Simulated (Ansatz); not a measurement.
Consider Ti$_{9}$Si$_{16}$ (cell with a defect).

Input

```
crystal:
  lattice:
    - [4.7617560832, 4.0910612946, 4.248047064]
    - [-4.7617560832, 4.0910612946, -4.248047064]
    - [-4.7617560832, -4.0910612946, 4.248047064]
  atoms:
    - { symbol: Ti, position: [0.5, 0.375, 0.375] }
    - { symbol: Ti, position: [0.5, 0.875, 0.875] }
    - { symbol: Ti, position: [0.0, 0.125, 0.625] }
    - { symbol: Ti, position: [0.0, 0.625, 0.125] }
    - { symbol: Ti, position: [0.0, 0.25, 0.25] }
    - { symbol: Ti, position: [0.0, 0.75, 0.75] }
    - { symbol: Ti, position: [0.5, 0.0, 0.5] }
    - { symbol: Ti, position: [0.5, 0.5, 0.0] }
    - { symbol: Si, position: [0.3361670623, 0.9611670623, 0.125] }
    - { symbol: Si, position: [0.3361670623, 0.4611670623, 0.625] }
    - { symbol: Si, position: [0.8361670623, 0.7111670623, 0.375] }
    - { symbol: Si, position: [0.8361670623, 0.2111670623, 0.875] }
    - { symbol: Si, position: [0.6638329377, 0.2888329377, 0.125] }
    - { symbol: Si, position: [0.6638329377, 0.7888329377, 0.625] }
    - { symbol: Si, position: [0.1638329377, 0.0388329377, 0.375] }
    - { symbol: Si, position: [0.1638329377, 0.5388329377, 0.875] }
    - { symbol: Si, position: [0.6638329377, 0.9138329377, 0.25] }
    - { symbol: Si, position: [0.6638329377, 0.4138329377, 0.75] }
    - { symbol: Si, position: [0.1638329377, 0.6638329377, 0.5] }
    - { symbol: Si, position: [0.1638329377, 0.1638329377, 0.0] }
    - { symbol: Si, position: [0.3361670623, 0.5861670623, 0.25] }
    - { symbol: Si, position: [0.3361670623, 0.0861670623, 0.75] }
    - { symbol: Si, position: [0.8361670623, 0.3361670623, 0.5] }
    - { symbol: Si, position: [0.8361670623, 0.8361670623, 0.0] }
    - { symbol: Ti, position: [0.9583333333, 0.0791666667, 0.3791666667] }
basis:
  ecutwfc: 420
  xc_grid: 2
kpoints:
  mp_grid: { grid: [5, 5, 5], shift: [0.0, 0.0, 0.0] }
hamiltonian:
  xc: pbesol
scf:
  occupations: { method: gaussian, width: 0.1 }
output:
  forces: true
  stress: false
  eigenvalues: true
  write_density: true
  write_potential: true
  elf: true
  volumetric_format: npy
relax:
  adjacent_minimum: "off"
  f_tol: 0.025
  max_steps: 45
```

Run with:

```sh
ansatz run input.yaml --threads 4 --pin off --max-ram 10240MiB --backend cpu --events-out ev --progress --plain --runs-dir out
```

The fields are those of the run's last geometry, not of the input's.

Computed without spin polarisation.

Method: Ansatz 0.2.0, DFT PBEsol, scalar-relativistic, plane waves, PAW.

> What can the converged valence pseudo-density and electron localisation function tell about the bonding?

Si–Si (2.19 Å): ρ at the midpoint is about 0.6 e/Å³; the ELF peaks at about 0.80 between the atoms.
Ti–Si (2.33 Å): ρ is about 0.46 e/Å³ halfway; the ELF peaks at about 0.70 in the valence shell of Si, 0.8 Å from its nucleus, and is about 0.40 at the midpoint.
Ti–Ti (2.49 Å): ρ at the midpoint is about 0.34 e/Å³; the ELF is about 0.20 at the midpoint: no shared electron pair shows on this line.

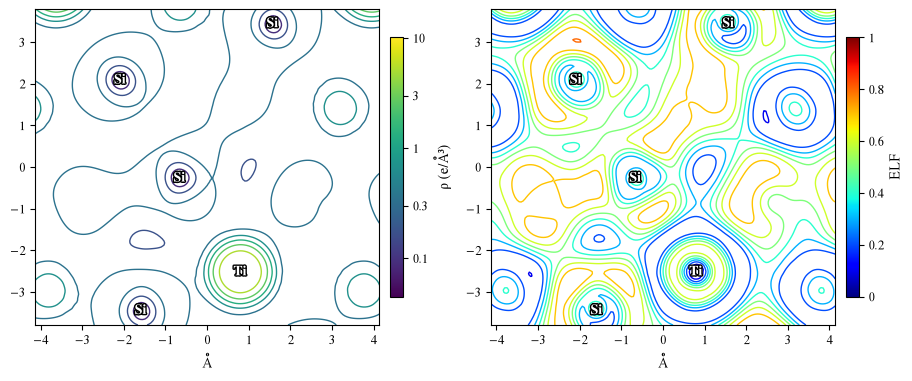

Computed valence pseudo-density and electron localisation function on the (11̄0) plane of the calculation cell, in this order. Atoms just off the plane (Ti, 0.8 Å away and Si, 0.7 Å away) can leave unmarked features too.

The density is the valence pseudo-density of a PAW calculation; it isn't the true density close to the nuclei.
